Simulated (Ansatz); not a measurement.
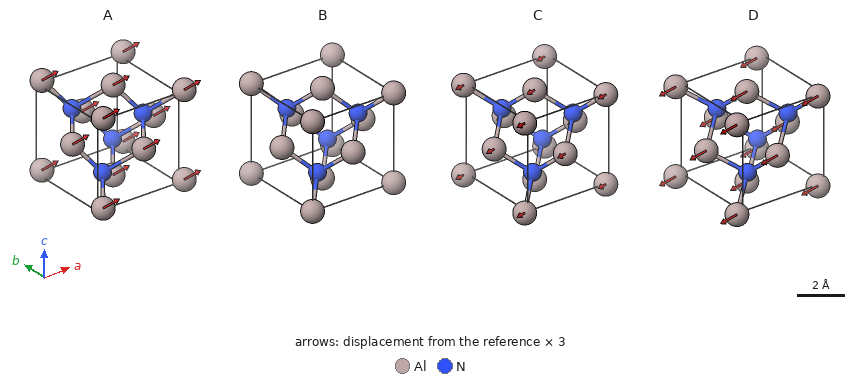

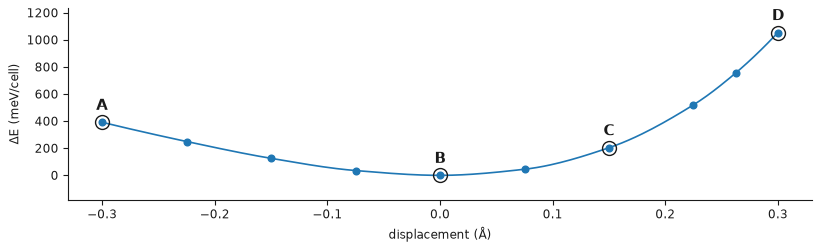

A scan of crystalline AlN (F-43m): the whole Al sublattice is shifted rigidly, towards the nearest copy of atom 2 (N) at 1.891 Å, all else fixed. The lettered frames are marked on the plot. Style: ball-and-stick. Shown: the conventional cell (4 times the calculation's cell), from a free direction. Red arrows: displacements from the reference. Lengths and directions refer to the drawn axes.

The calculation used Ansatz, DFT LDA, scalar-relativistic, plane waves, PAW. Set-up: plane-wave cutoff 420 eV; k-point mesh 10 × 10 × 10; occupations gaussian; smearing width 0.05 eV; no spin polarisation. Energies (free energies at the smearing named) are counted from the cell as listed in its source, which wasn't relaxed.

Q: What does the scan show?

A: Of the computed points the lowest is at the displacement 0.00 Å, 0 meV/cell. The curvature at zero is about 15 eV/Å² per cell. The well is lopsided: at ±0.3000 Å the energy is 2.7 times higher on the positive side. At the highest point the shortest interatomic distance is 1.59 Å, against 1.89 Å in the reference. The distortion takes the space group from F-43m to R3m.
